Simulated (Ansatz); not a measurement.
BN (slab)

```yaml
crystal:
  lattice:
    - [2.50876, 0.00000, 0.00000]
    - [-1.25438, 2.17265, 0.00000]
    - [0.00000, 0.00000, 32.60000]
  atoms:
    - { symbol: B, position: [0.00000, 0.00000, 0.44455] }
    - { symbol: N, position: [0.66667, 0.33333, 0.44453] }
    - { symbol: B, position: [0.00000, 0.00000, 0.55545] }
    - { symbol: N, position: [0.66667, 0.33333, 0.55547] }
```

Method: Ansatz 0.2.0, DFT PBE+D3(BJ), scalar-relativistic, plane waves, PAW.

### Predict the valence pseudo-density and electron localisation function between the atoms.

B–N (1.45 Å): ρ is about 1.8 e/Å³ halfway; the ELF peaks at about 0.95 between the atoms; a shared but strongly polarised pair.

### Does the calculation make it a metal, or give it a gap?

It is gapped, with a Kohn–Sham gap of 4.1 eV on the k-point mesh, an upper bound to the gap of this method.

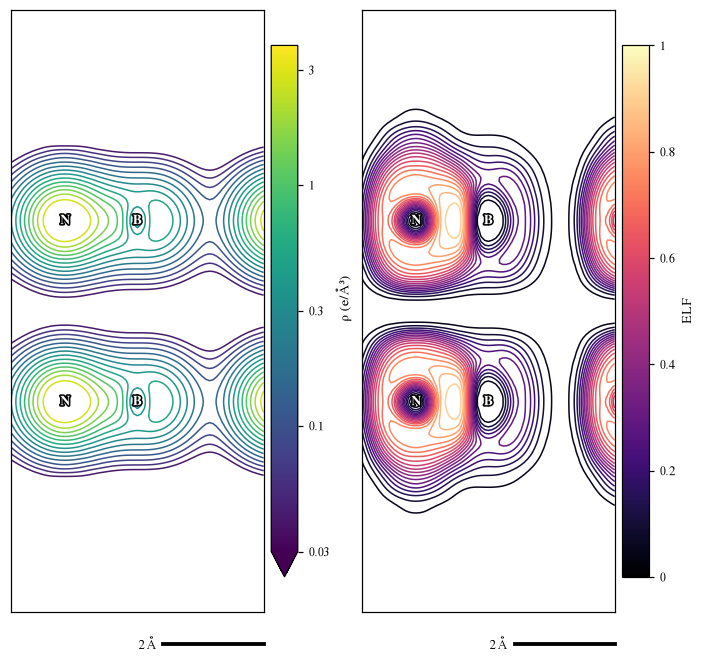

Computed valence pseudo-density and electron localisation function on the (110) plane of the calculation cell, a cut from vacuum to vacuum, in this order. 
